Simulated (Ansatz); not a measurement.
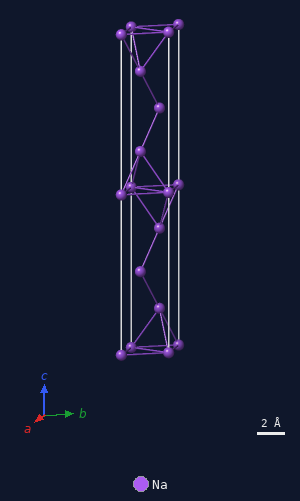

Lattice vibrations of crystalline Na (a generated structure), space group P6₃/mmc (No. 194), at the zone centre. A ball-and-stick model of the cell of the calculation, seen slightly off an axis.

Method: DFT PBE, scalar-relativistic, plane waves, PAW in Ansatz 0.2.0.

Input file:
```yaml
crystal:
  lattice:
    - [3.7509929876, -2.89e-08, 0.0]
    - [-1.8754964688, 3.2484552312, 0.0]
    - [0.0, 0.0, 24.4403908747]
  atoms:
    - { symbol: Na, position: [0.3333333333, 0.6666666667, 0.75] }
    - { symbol: Na, position: [0.6666666667, 0.3333333333, 0.8749966601] }
    - { symbol: Na, position: [0.0, 0.0, 0.0] }
    - { symbol: Na, position: [0.3333333333, 0.6666666667, 0.1250033399] }
    - { symbol: Na, position: [0.6666666667, 0.3333333333, 0.25] }
    - { symbol: Na, position: [0.3333333333, 0.6666666667, 0.3749966601] }
    - { symbol: Na, position: [0.0, 0.0, 0.5] }
    - { symbol: Na, position: [0.6666666667, 0.3333333333, 0.6250033399] }
basis:
  ecutwfc: 420
kpoints:
  mp_grid: { grid: [12, 12, 2] }
hamiltonian:
  xc: pbe
scf:
  occupations: { method: fermi_dirac, width: 0.15 }
output:
  eigenvalues: true
phonons:
  method: dfpt
  eigenvectors: true
  qmesh: [2, 2, 1]
  temperatures: { t_max: 1000, t_step: 100 }
  qpath:
    path:
      - [[0.0, 0.0, 0.0], [0.5, 0.0, 0.0], [0.33333333, 0.33333333, 0.0], [0.0, 0.0, 0.0], [0.0, 0.0, 0.5], [0.5, 0.0, 0.5], [0.33333333, 0.33333333, 0.5], [0.0, 0.0, 0.5]]
      - [[0.5, 0.0, 0.5], [0.5, 0.0, 0.0]]
      - [[0.33333333, 0.33333333, 0.5], [0.33333333, 0.33333333, 0.0]]
    npoints: 8
```

Command:
```bash
ansatz run input.yaml --threads 4 --pin off --max-ram 8192MiB --backend cpu --events-out ev --progress --plain --runs-dir out
```

The frequencies depend somewhat on the k-mesh and the smearing.

Which optical modes does it have, at what frequencies, and is it stable there?

The calculation's cell holds 8 atoms, so there are 21 optical modes, in 8 levels. No level is unstable.

| level | symmetry | frequency (cm⁻¹) | activity |
| --- | --- | --- | --- |
| 1 | 4-fold | 21 | not assigned |
| 2 | 4-fold | 39 | not assigned |
| 3 | 4-fold | 51 | not assigned |
| 4 | doubly degenerate | 52 | not assigned |
| 5 | E₁u | 55 | infrared-active |
| 6 | doubly degenerate | 93 | not assigned |
| 7 | doubly degenerate | 119 | not assigned |
| 8 | A₂u | 129 | infrared-active |

The crystal is a metal, so free carriers screen the infrared response.

The modes drawn as arrows (one member of each degenerate set), 6 of the levels:

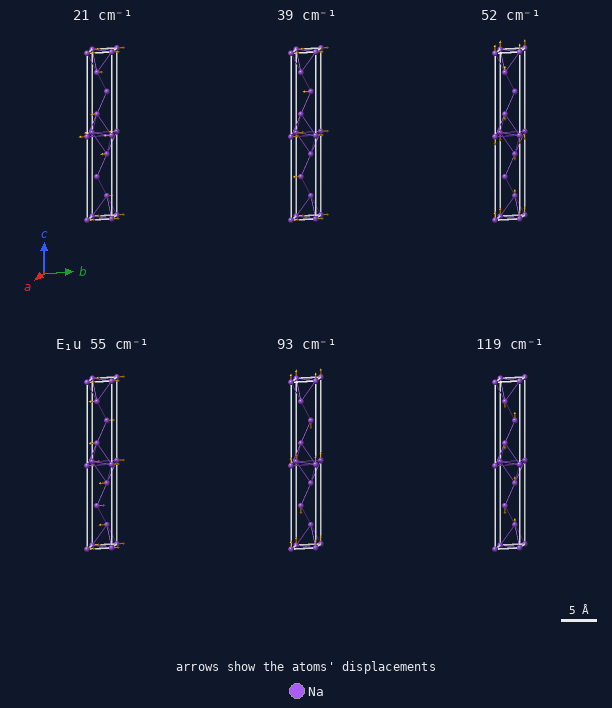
